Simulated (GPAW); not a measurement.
Input of the run:

```python
import numpy as np
from ase import Atoms
from ase.dft.bandgap import bandgap
from ase.io import write
from gpaw import GPAW, PW
from gpaw.spinorbit import soc_eigenstates

atoms = Atoms(['As', 'Ga'],
              cell=[[0.0, 2.82685, 2.82685],
                    [2.82685, 0.0, 2.82685],
                    [2.82685, 2.82685, 0.0]],
              scaled_positions=[[0.75, 0.75, 0.75],
                                [0.0, 0.0, 0.0]],
              pbc=True)

calc = GPAW(mode=PW(600),
            xc={'name': 'BEEF-vdW', 'backend': 'libvdwxc'},
            kpts={'size': (8, 8, 8), 'gamma': True},
            occupations={'name': 'fermi-dirac', 'width': 0.05},
            nbands=11,
            convergence={'density': 1e-05, 'energy': 1e-05},
            maxiter=150,
            txt='gpaw.txt')
atoms.calc = calc
energy = atoms.get_potential_energy()
forces = atoms.get_forces()
calc.write('gs.gpw')
write('result.traj', atoms)
print(f'Energy: {energy:.6f} eV')
print('Forces (eV/A):')
print(forces.round(4))
print('Fermi level:', round(calc.get_fermi_level(), 4), 'eV')
print(f'Gap: {bandgap(calc)[0]:.4f} eV, direct: {bandgap(calc, direct=True)[0]:.4f} eV')

path = atoms.cell.bandpath('GXWKGLUWLK,UX', npoints=60, eps=1e-4)
bs_calc = calc.fixed_density(kpts=path, symmetry='off', nbands=21,
                             convergence={'bands': 'CBM+6.0', 'eigenstates': 1e-6}, txt='bands.txt')
bs = bs_calc.band_structure()
bs.write('bs.json')
print(f'Gap on the path: {bandgap(bs_calc)[0]:.4f} eV')

soc = soc_eigenstates(bs_calc, theta=90, phi=0)
np.savetxt('soc_bands.dat', soc.eigenvalues(), fmt='%.4f')
mesh = soc_eigenstates('gs.gpw', theta=90, phi=0)
np.savetxt('soc_mesh.dat', mesh.eigenvalues(), fmt='%.4f')
print('Fermi level with spin-orbit coupling:', round(mesh.fermi_level, 4), 'eV')
```

System: zincblende GaAs, space group F-43m (No. 216), 2 atoms in the primitive cell.

GPAW 26.7.0; BEEF-vdW, GPAW PAW data sets (gpaw-data 1.2.1), spin-orbit coupling, no magnetisation, 8×8×8 k mesh, 600 eV cutoff.

Predict the main features of the band structure. The path is Γ–X–W–K–Γ–L–U–W–L–K|U–X.

The material is gapped. The gap along this path is 0.51 eV and direct: both edges lie at Γ. The valence-band top at Γ is fourfold; a twofold level follows 0.35 eV lower. The direct gaps are 4.28 eV at K, 0.51 eV at Γ and 4.28 eV at U.

Spin-orbit coupling was added after a scalar SCF, so levels and gaps hold it while energy, forces, pressure and moments don't. This program's spin-orbit splittings come out too wide for heavy elements. The PAW data sets were made with another functional. LDA, GGA and most meta-GGA functionals understate gaps. The potentials hold the d shell of Ga in the core, which widens gaps.

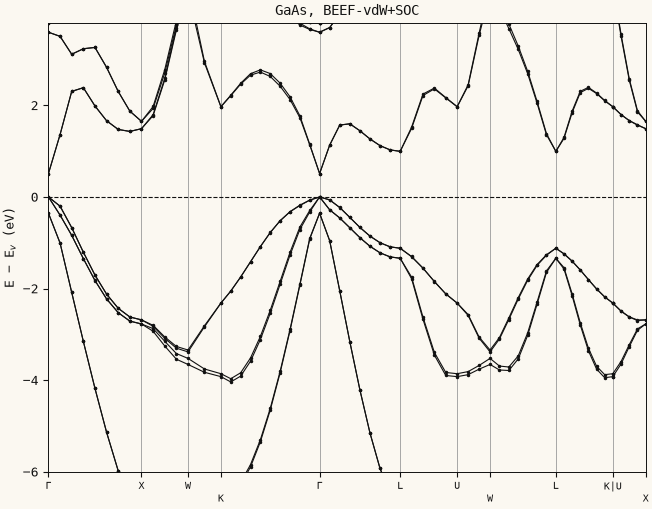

Band structure. Energies are counted from the top of the valence band. The path has few k points, so lines between them are rough.
